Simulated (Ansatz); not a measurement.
**Geometry relaxation of GaN (part 1 of 3)**

GaN (36 atoms in the cell), computed with DFT PBE, scalar-relativistic, plane waves, PAW, no spin polarisation (Ansatz 0.2.0).

The structure derives from a Materials Project entry. It belongs to a series of runs on one base structure; here: the perfect supercell shaken and relaxed.

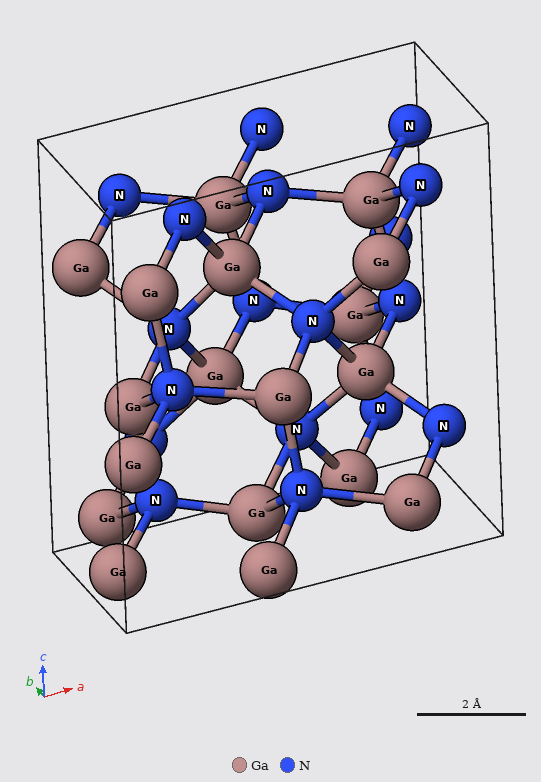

Figure 1. The input geometry (ball-and-stick view of the cell of the calculation, seen slightly off an axis).

Results in brief

- outcome: converged
- space group (tolerance 0.01 Å): P1 (1) → P6₃mc (186)
- electrons treated: 324
- free energy: −75022.5200 eV
- Fermi energy: 10.654 eV
- gap on the k-point mesh: 3.09 eV
- final volume: 423.28 Å³
- largest force (length of the vector) at the end: 0.022 eV/Å
- final cell: a = 7.653 Å, b = 7.653 Å, c = 7.653 Å, α = 78.22°, β = 78.22°, γ = 78.22°
- hardware: 8 threads of Arm Neoverse V2, 24 GiB of memory available, shared host
- wall time: 39 s (CPU time 4.4 min)
- peak memory: 1.8 GiB

Input
```yaml
crystal:
  lattice:
    - [4.8275356946, 2.7871790329, 5.2431089265]
    - [-4.8275356947, 2.7871790328, 5.2431089265]
    - [1.0e-10, -5.5743580657, 5.2431089265]
  atoms:
    - { symbol: Ga, position: [0.3853884893, 0.3941149475, 0.7183721883] }
    - { symbol: Ga, position: [0.3910237513, 0.7193019583, 0.390156598] }
    - { symbol: Ga, position: [0.7174831394, 0.0620995903, 0.7186690825] }
    - { symbol: Ga, position: [0.3914263285, 0.0626649509, 0.0481423723] }
    - { symbol: Ga, position: [0.724864651, 0.3797378685, 0.3880402443] }
    - { symbol: Ga, position: [0.0490219122, 0.7227692217, 0.7327249248] }
    - { symbol: Ga, position: [0.7321595688, 0.7092134389, 0.0634900252] }
    - { symbol: Ga, position: [0.0470249154, 0.0668952203, 0.38472878] }
    - { symbol: Ga, position: [0.0556197887, 0.3896522305, 0.0588588799] }
    - { symbol: Ga, position: [0.440419479, 0.783693175, 0.78087668] }
    - { symbol: Ga, position: [0.4552115159, 0.1104439785, 0.4443215539] }
    - { symbol: Ga, position: [0.7688821866, 0.4522292273, 0.779962831] }
    - { symbol: Ga, position: [0.436895191, 0.4491774871, 0.1003474761] }
    - { symbol: Ga, position: [0.7761737341, 0.7793906424, 0.435758786] }
    - { symbol: Ga, position: [0.1131750303, 0.1054453132, 0.7782143266] }
    - { symbol: Ga, position: [0.7823369553, 0.0999866854, 0.1124511484] }
    - { symbol: Ga, position: [0.1205816289, 0.4346935926, 0.4355271753] }
    - { symbol: Ga, position: [0.1041902369, 0.7776447965, 0.1026134583] }
    - { symbol: "N", position: [0.5092314185, 0.5110358629, 0.8507751488] }
    - { symbol: "N", position: [0.5228591439, 0.8332830754, 0.5195298502] }
    - { symbol: "N", position: [0.8486814802, 0.1715205328, 0.8522626562] }
    - { symbol: "N", position: [0.5088253773, 0.1844353863, 0.1901147698] }
    - { symbol: "N", position: [0.8446013667, 0.5077939966, 0.5071048738] }
    - { symbol: "N", position: [0.1819626103, 0.8508307754, 0.8517881439] }
    - { symbol: "N", position: [0.8499989914, 0.8508859877, 0.1765515663] }
    - { symbol: "N", position: [0.1776966153, 0.179336732, 0.5129228031] }
    - { symbol: "N", position: [0.1862615125, 0.5118648777, 0.1776008449] }
    - { symbol: "N", position: [0.2479737907, 0.5714474786, 0.5677340142] }
    - { symbol: "N", position: [0.2370320444, 0.8990896291, 0.2353484603] }
    - { symbol: "N", position: [0.5645601832, 0.237207817, 0.5765543797] }
    - { symbol: "N", position: [0.2373814016, 0.2401603159, 0.9007829402] }
    - { symbol: "N", position: [0.5732716562, 0.5663746425, 0.2485672189] }
    - { symbol: "N", position: [0.9008295003, 0.9048668439, 0.568380981] }
    - { symbol: "N", position: [0.5708777323, 0.8973650922, 0.9111977666] }
    - { symbol: "N", position: [0.8996558138, 0.2365866202, 0.2441207819] }
    - { symbol: "N", position: [0.899571514, 0.5669245445, 0.9060391944] }
basis:
  ecutwfc: 420
  xc_grid: 2
kpoints:
  mp_grid: { grid: [2, 2, 2], shift: [0.5, 0.5, 0.5] }
hamiltonian:
  xc: pbe
scf:
  occupations: { method: gaussian, width: 0.02 }
output:
  forces: true
  stress: false
  eigenvalues: true
relax:
  adjacent_minimum: "off"
  f_tol: 0.03
  max_steps: 25
```

Launched with:
```bash
ansatz run input.yaml --threads 8 --pin off --max-ram 16384MiB --backend cpu --events-out ev --progress --plain --runs-dir out
```

The program's output
```
Engine: ansatz 0.2.0, aarch64-unknown-linux-gnu
Pseudopotentials: kind: paw
Pseudopotential: Ga, paw, valence charge 13, recommended cutoff 420 eV (normal), Ga.paw.azcp
Pseudopotential: N, paw, valence charge 5, recommended cutoff 420 eV (normal), N.paw.azcp
Functional definition: PBE
  parameter kappa = 0.804
  parameter beta = 0.06672455060314922
  exchange = pbe_x(kappa = kappa, mu = beta*pi^2/3)
  correlation = pbe_c(beta = beta)
Crystal: 36 atoms, lattice volume = 423.283 Å³
Basis set: ecut = 420 eV, 8267 PW (Γ), exchange–correlation on 108×108×108 points (8 copies of the dense FFT grid, shifted against one another)
Bands: 198, of which v1, the nominal top of the filled ones, is band 162 counted from 1 (161 counted from 0)
Symmetry: 1 space group operations
Space group: P1 (ITA 1), of the structure as read, at distance tolerance 7.5e-5 Å
k-points: 4 of 8 (time reversal used)
Non-local potential: Ga, projectors of the file, l = 0: 2, l = 1: 2, l = 2: 3, l = 3: 1
Non-local potential: N, projectors of the file, l = 0: 2, l = 1: 2, l = 2: 1
PAW form: soft (Blöchl's): semilocal exchange-correlation on the pseudo side does not see the compensation charge
PAW one-centre angular grid: Ga, 590 points (default); XC on 64 Gauss nodes
PAW one-centre angular grid: N, 110 points (default); XC on 64 Gauss nodes
Initial density: superposition of atomic densities (neutral atoms: chi_scale 0, normalization atom), corrected by the library's trained network
Initial wavefunctions: pseudopotential atomic-orbital guess
Functional: x = pbe(κ = 0.804, μ = 0.2195149727645171), c = pbe(β = 0.06672455060314922)
SCF iter   1: F=—  HF=-75020.761716 eV  |F-HF|=—  |Δ(HF+E_count)|=         —  Δρ=1.05e-3  dr2=4.29e-3  ethr=1.77e-3  ⟨swp⟩=6.0  Hψ=2850  notcnv=0
preconditioner: auto → Resta (q_TF=auto, 2.609 Å⁻¹)  ε∞=4.9  [insulator: Δε(μ)=2.898 eV  Ē_g=16.357 eV  σ=0.020 eV  W_gap=1.00  n_scr=130 (ndim 8)  ℏωp=32.5 eV  f_vac=0.010  D(μ)=0.00/eV (n_scr^D=0)  ε∞_Penn≈4.9]
SCF iter   2: F=—  HF=-75020.763206 eV  |F-HF|=—  |Δ(HF+E_count)|=   1.49e-3  Δρ=5.32e-4  dr2=7.89e-4  ethr=1.32e-6  ⟨swp⟩=2.0  Hψ=1563  notcnv=0  defer=113
SCF iter   3: F=—  HF=-75020.764155 eV  |F-HF|=—  |Δ(HF+E_count)|=   9.49e-4  Δρ=2.47e-4  dr2=2.37e-4  ethr=2.43e-7  ⟨swp⟩=2.0  Hψ=1225  notcnv=0  defer=113
SCF iter   4: F=—  HF=-75020.764452 eV  |F-HF|=—  |Δ(HF+E_count)|=   2.97e-4  Δρ=6.09e-5  dr2=1.74e-5  ethr=7.31e-8  ⟨swp⟩=2.0  Hψ=1323  notcnv=0  defer=113
iter 5 did not close the SCF: its close was put off for the readings that it lacked (scf_convergence_deferred on its scf_iter line)
SCF iter   5: F=-75020.764468 eV  HF=-75020.764467 eV  |F-HF|=9.53e-7  |Δ(HF+E_count)|=   1.52e-5  Δρ=3.40e-5  dr2=4.07e-6  ethr=5.37e-9  ⟨swp⟩=2.0  Hψ=1323  notcnv=0  defer=113
SCF iter   6: F=-75020.764470 eV  HF=-75020.764469 eV  |F-HF|=1.30e-7  |Δ(HF+E_count)|=   2.30e-6  Δρ=1.10e-5  dr2=5.25e-7  ethr=1.26e-9  ⟨swp⟩=6.0  Hψ=3106  notcnv=0
SCF 1 converged in 6 iterations: F = -75020.764470 eV  dr2 = 5.25e-7
  greatest PAW one-centre occupation: 0.995 electrons in one spin orbital (limit 2), on the Ga atom at site 15 (counted from 0), in its partial waves of l = 2
relax step   1: F+E_penalty+E_count = -75020.76446952 eV  Δ(F+E_penalty+E_count) = +0.000e0 eV  max|allowed force component| = 2.589e0 eV/Å  Δτ_max = 0.0000 Å  (6 SCF iters, dr2 threshold 2.25e-5 eV, accepted)
Initial density: handed on by an earlier stage of this run
Initial wavefunctions: those handed on with the density
iter 1 solved again at ethr=8.12e-5 eV; its pass at ethr=3.10e-3 eV (dr2=2.63e-1 eV) is discarded
SCF iter   1: F=—  HF=-75022.185181 eV  |F-HF|=—  |Δ(HF+E_count)|=         —  Δρ=1.19e-2  dr2=2.63e-1  ethr=8.12e-5  ⟨swp⟩=1.2  Hψ=2788  notcnv=0  defer=121
preconditioner: auto → Resta (q_TF=auto, 2.609 Å⁻¹)  ε∞=4.9  [insulator: Δε(μ)=3.070 eV  Ē_g=16.397 eV  σ=0.020 eV  W_gap=1.00  n_scr=130 (ndim 8)  ℏωp=32.5 eV  f_vac=0.011  D(μ)=0.00/eV (n_scr^D=0)  ε∞_Penn≈4.9]
SCF iter   2: F=—  HF=-75022.130882 eV  |F-HF|=—  |Δ(HF+E_count)|=   5.43e-2  Δρ=5.70e-3  dr2=6.29e-2  ethr=8.12e-5  ⟨swp⟩=2.5  Hψ=1096  notcnv=0  defer=121
SCF iter   3: F=—  HF=-75022.121221 eV  |F-HF|=—  |Δ(HF+E_count)|=   9.66e-3  Δρ=1.79e-3  dr2=1.16e-2  ethr=1.94e-5  ⟨swp⟩=2.0  Hψ=1270  notcnv=0  defer=121
SCF iter   4: F=—  HF=-75022.119760 eV  |F-HF|=—  |Δ(HF+E_count)|=   1.46e-3  Δρ=4.47e-4  dr2=1.51e-3  ethr=3.59e-6  ⟨swp⟩=2.0  Hψ=1395  notcnv=0  defer=121
SCF iter   5: F=—  HF=-75022.119649 eV  |F-HF|=—  |Δ(HF+E_count)|=   1.11e-4  Δρ=1.64e-4  dr2=1.28e-4  ethr=4.67e-7  ⟨swp⟩=2.0  Hψ=1251  notcnv=0  defer=121
SCF iter   6: F=-75022.119609 eV  HF=-75022.119606 eV  |F-HF|=2.97e-6  |Δ(HF+E_count)|=   4.25e-5  Δρ=6.56e-5  dr2=1.81e-5  ethr=3.09e-8  ⟨swp⟩=9.0  Hψ=3738  notcnv=0
SCF 2 converged in 6 iterations: F = -75022.119609 eV  dr2 = 1.81e-5
  greatest PAW one-centre occupation: 0.995 electrons in one spin orbital (limit 2), on the Ga atom at site 0 (counted from 0), in its partial waves of l = 2
relax step   2: F+E_penalty+E_count = -75022.11960945 eV  Δ(F+E_penalty+E_count) = -1.355e0 eV  max|allowed force component| = 1.069e0 eV/Å  Δτ_max = 0.0926 Å  (6 SCF iters, dr2 threshold 1.00e-4 eV, accepted)
SCF iter   1: F=—  HF=-75022.556556 eV  |F-HF|=—  |Δ(HF+E_count)|=         —  Δρ=7.61e-3  dr2=1.37e-1  ethr=3.49e-4  ⟨swp⟩=4.0  Hψ=1865  notcnv=0  defer=121
preconditioner: auto → Resta (q_TF=auto, 2.609 Å⁻¹)  ε∞=4.9  [insulator: Δε(μ)=3.086 eV  Ē_g=16.393 eV  σ=0.020 eV  W_gap=1.00  n_scr=130 (ndim 8)  ℏωp=32.5 eV  f_vac=0.011  D(μ)=0.00/eV (n_scr^D=0)  ε∞_Penn≈4.9]
SCF iter   2: F=—  HF=-75022.525321 eV  |F-HF|=—  |Δ(HF+E_count)|=   3.12e-2  Δρ=3.58e-3  dr2=3.01e-2  ethr=4.22e-5  ⟨swp⟩=3.0  Hψ=1511  notcnv=0  defer=121
SCF iter   3: F=—  HF=-75022.520274 eV  |F-HF|=—  |Δ(HF+E_count)|=   5.05e-3  Δρ=1.06e-3  dr2=4.30e-3  ethr=9.28e-6  ⟨swp⟩=2.2  Hψ=1277  notcnv=0  defer=121
SCF iter   4: F=—  HF=-75022.519930 eV  |F-HF|=—  |Δ(HF+E_count)|=   3.44e-4  Δρ=3.02e-4  dr2=5.09e-4  ethr=1.33e-6  ⟨swp⟩=2.0  Hψ=1318  notcnv=0  defer=121
SCF iter   5: F=-75022.519935 eV  HF=-75022.519965 eV  |F-HF|=2.95e-5  |Δ(HF+E_count)|=   3.47e-5  Δρ=8.38e-5  dr2=3.54e-5  ethr=2.21e-8  ⟨swp⟩=9.0  Hψ=3981  notcnv=0
SCF 3 converged in 5 iterations: F = -75022.519935 eV  dr2 = 3.54e-5
  greatest PAW one-centre occupation: 0.995 electrons in one spin orbital (limit 2), on the Ga atom at site 3 (counted from 0), in its partial waves of l = 2
relax step   3: F+E_penalty+E_count = -75022.51993529 eV  Δ(F+E_penalty+E_count) = -4.003e-1 eV  max|allowed force component| = 1.759e-2 eV/Å  Δτ_max = 0.0578 Å  (5 SCF iters, dr2 threshold 7.14e-5 eV, accepted)
iter 1 solved again at ethr=1.09e-8 eV; its pass at ethr=3.10e-3 eV (dr2=3.54e-5 eV) is discarded
SCF iter   1: F=—  HF=-75022.520167 eV  |F-HF|=—  |Δ(HF+E_count)|=         —  Δρ=8.38e-5  dr2=3.54e-5  ethr=1.09e-8  ⟨swp⟩=1.0  Hψ=1856  notcnv=0
preconditioner: auto → Resta (q_TF=auto, 2.609 Å⁻¹)  ε∞=4.9  [insulator: Δε(μ)=3.086 eV  Ē_g=16.384 eV  σ=0.020 eV  W_gap=1.00  n_scr=130 (ndim 8)  ℏωp=32.5 eV  f_vac=0.011  D(μ)=0.00/eV (n_scr^D=0)  ε∞_Penn≈4.9]
SCF iter   2: F=—  HF=-75022.519957 eV  |F-HF|=—  |Δ(HF+E_count)|=   2.09e-4  Δρ=4.09e-5  dr2=1.11e-5  ethr=1.09e-8  ⟨swp⟩=2.0  Hψ=1312  notcnv=0
SCF iter   3: F=—  HF=-75022.519959 eV  |F-HF|=—  |Δ(HF+E_count)|=   1.30e-6  Δρ=2.77e-5  dr2=5.26e-6  ethr=3.41e-9  ⟨swp⟩=2.0  Hψ=1283  notcnv=0
SCF iter   4: F=—  HF=-75022.519961 eV  |F-HF|=—  |Δ(HF+E_count)|=   1.80e-6  Δρ=6.83e-6  dr2=2.12e-7  ethr=1.62e-9  ⟨swp⟩=2.0  Hψ=1319  notcnv=0
SCF iter   5: F=-75022.519961 eV  HF=-75022.519961 eV  |F-HF|=1.49e-8  |Δ(HF+E_count)|=   2.48e-8  Δρ=2.01e-6  dr2=1.82e-8  ethr=3.09e-11  ⟨swp⟩=6.2  Hψ=3101  notcnv=0
SCF 4 converged in 5 iterations: F = -75022.519961 eV  dr2 = 1.82e-8
  greatest PAW one-centre occupation: 0.995 electrons in one spin orbital (limit 2), on the Ga atom at site 7 (counted from 0), in its partial waves of l = 2
relax step   4: F+E_penalty+E_count = -75022.51996055 eV  Δ(F+E_penalty+E_count) = -2.526e-5 eV  max|allowed force component| = 1.747e-2 eV/Å  Δτ_max = 0.0000 Å  (5 SCF iters, accepted)
```

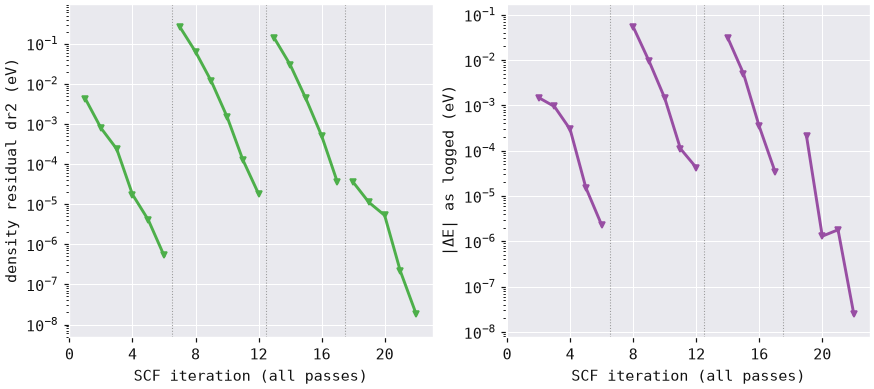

Figure 2. Convergence of the self-consistent field: density residual dr2 and size of the energy change against the SCF iteration. The dotted lines part the SCF passes of the relaxation: geometry steps, rejected trials and re-solves on a re-selected basis. The passes take 6, 6, 5 and 5 iterations.

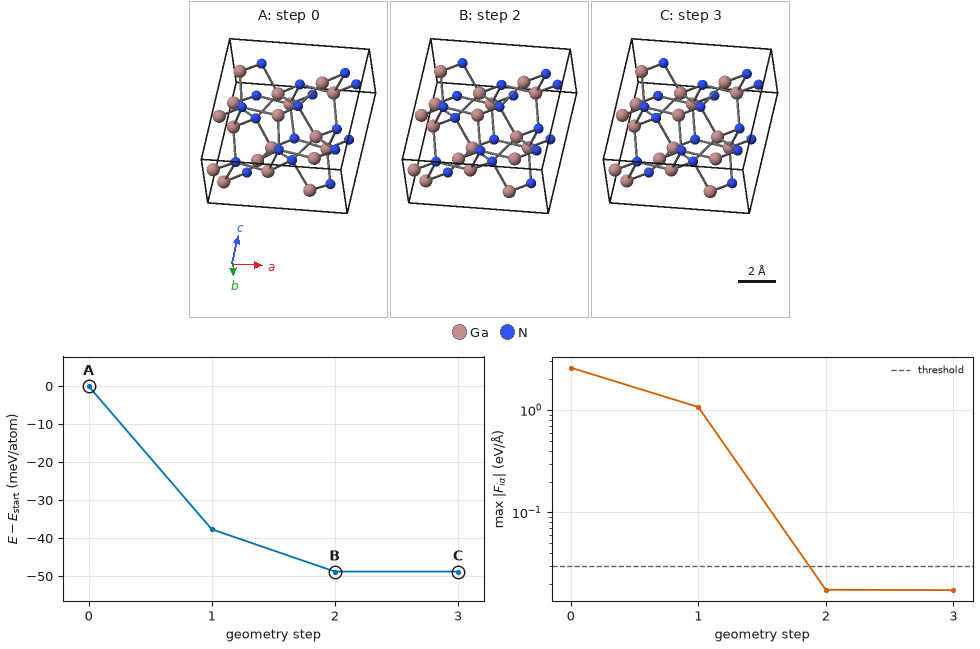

Figure 3. Frames of the relaxation (ball-and-stick view of the cell of the calculation, seen at an oblique angle) above the curves, on which the letters mark them (the first geometry is step 0 here and step 1 in the log).
